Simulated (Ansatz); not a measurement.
System: Sr₂O₅, space group Pn-3m (No. 224) (one of a set of cubic test structures, which need not be the stable phase).

One of the inputs:
```
crystal:
  lattice:
    - [5.804436819932, 0.0, 0.0]
    - [0.0, 5.804436819932, 0.0]
    - [0.0, 0.0, 5.804436819932]
  atoms:
    - { symbol: Sr, position: [0, 0, 0] }
    - { symbol: Sr, position: [0.5, 0.5, 0] }
    - { symbol: Sr, position: [0.5, 0, 0.5] }
    - { symbol: Sr, position: [0, 0.5, 0.5] }
    - { symbol: O, position: [0.5, 0, 0] }
    - { symbol: O, position: [0, 0.5, 0] }
    - { symbol: O, position: [0, 0, 0.5] }
    - { symbol: O, position: [0.5, 0.5, 0.5] }
    - { symbol: O, position: [0.75, 0.75, 0.25] }
    - { symbol: O, position: [0.75, 0.25, 0.75] }
    - { symbol: O, position: [0.25, 0.75, 0.75] }
    - { symbol: O, position: [0.75, 0.25, 0.25] }
    - { symbol: O, position: [0.25, 0.75, 0.25] }
    - { symbol: O, position: [0.25, 0.25, 0.75] }
kpoints:
  mp_grid: { grid: [10, 10, 10] }
hamiltonian:
  xc: pbe
  pseudopotentials: { kind: paw, source: ansatz }
scf:
  occupations: { method: fermi_dirac, width: 0.061225619053 }
  convergence: { dr2_threshold: "1e-9 eV" }
  max_iter: 300
output:
  forces: true
  stress: true
```

Run as:
```bash
ansatz run input.yaml --threads 1
```

Computed with Ansatz 0.2.0 development build: equation of state of a cubic crystal from periodic Kohn-Sham density functional theory without spin, third-order Birch-Murnaghan fit to the free energies; pressure corrected for the finite basis. Level: PBE.

structure type cubic X2O5; atoms in cell 14; space group number 224; lattice centring simple cubic; k mesh 10×10×10; occupation method Fermi–Dirac; occupation width 0.06123 eV; wave cutoff 930 eV; datasets hand-made PAW; density tolerance 1e−09 eV; bands 64; density cutoff ratio 5; search for lower states default.

Predict the energy above the lowest point and pressure against volume. The volume takes the values 13.13, 13.41, 13.69, 13.97, 14.25, 14.53, 14.81 Å³/atom.

A third-order Birch–Murnaghan fit gives V0 = 13.96 Å³/atom, B0 = 77.5 GPa and B′ = 4.5. The energy above the lowest point is 13.3 meV/atom at volume 13.13 Å³/atom and 11.2 meV/atom at 14.81 Å³/atom; the lowest computed point is at volume 13.97 Å³/atom (0.0 meV/atom). The pressure falls from 5.436 GPa at volume 13.13 Å³/atom to −4.007 GPa at 14.81 Å³/atom, and changes sign near 13.96 Å³/atom.

```tsv
volume (Å³/atom)	energy above the lowest point (meV/atom)	pressure (GPa)
13.13	13.3	5.436
13.41	5.6	3.399
13.69	1.3	1.575
13.97	0.0	-0.060
14.25	1.4	-1.523
14.53	5.2	-2.833
14.81	11.2	-4.007
```

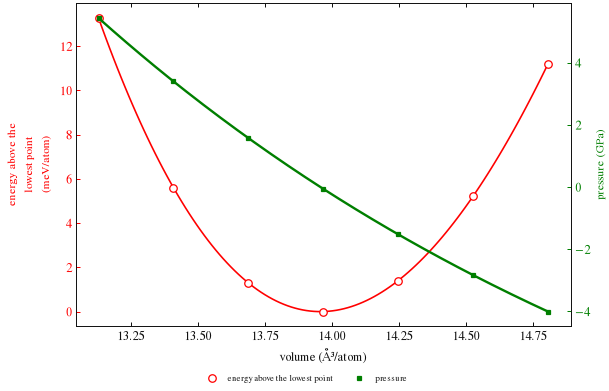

Note: cubic model structure, not the ambient form; modest k-mesh, values are not fully converged in k; no spin polarisation, a magnetic state may lie lower.
